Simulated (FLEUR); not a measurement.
System: Sn₃Se, space group Fm-3m (No. 225).

The given structure:
```yaml
crystal:
  lattice:
    - [0.00000, 3.73314, 3.73314]
    - [3.73314, 0.00000, 3.73314]
    - [3.73314, 3.73314, 0.00000]
  atoms:
    - { symbol: Sn, position: [0.50000, 0.50000, 0.50000] }
    - { symbol: Sn, position: [0.75000, 0.75000, 0.75000] }
    - { symbol: Sn, position: [0.25000, 0.25000, 0.25000] }
    - { symbol: Se, position: [0.00000, 0.00000, 0.00000] }
```

How it was computed, with FLEUR MaX-R8.1 (later development tree): all-electron LAPW DFT, no spin polarisation; energies at scaled volumes of the given cell, shape and fractions fixed, counted from the fit's minimum, third-order Birch-Murnaghan fit. Level: PBE.

k mesh 6×6×6; occupations Fermi–Dirac; smearing width 0.05 eV; potentials all electron; program settings basis FLAPW, kmax 4.1 1/bohr.

Predict the energy against volume. The volume takes the values 24.45, 24.97, 26.01, 27.05, 27.57 Å³/atom.

A third-order Birch–Murnaghan fit gives V0 = 25.91 Å³/atom, B0 = 49.2 GPa and B′ = 4.9. The energy is 14.21 meV/atom at volume 24.45 Å³/atom and 14.44 meV/atom at 27.57 Å³/atom; the lowest computed point is at volume 26.01 Å³/atom (0.06 meV/atom), and no other minimum shows among the points.

```json
{"volume (Å³/atom)": "24.45", "energy (meV/atom)": "14.21"}
{"volume (Å³/atom)": "24.97", "energy (meV/atom)": "5.66"}
{"volume (Å³/atom)": "26.01", "energy (meV/atom)": "0.06"}
{"volume (Å³/atom)": "27.05", "energy (meV/atom)": "7.06"}
{"volume (Å³/atom)": "27.57", "energy (meV/atom)": "14.44"}
```

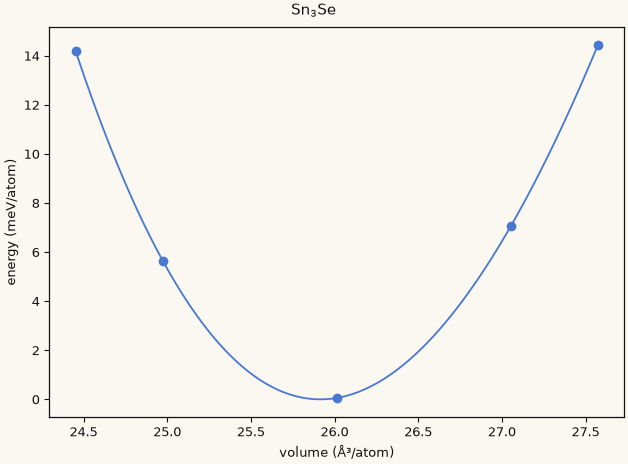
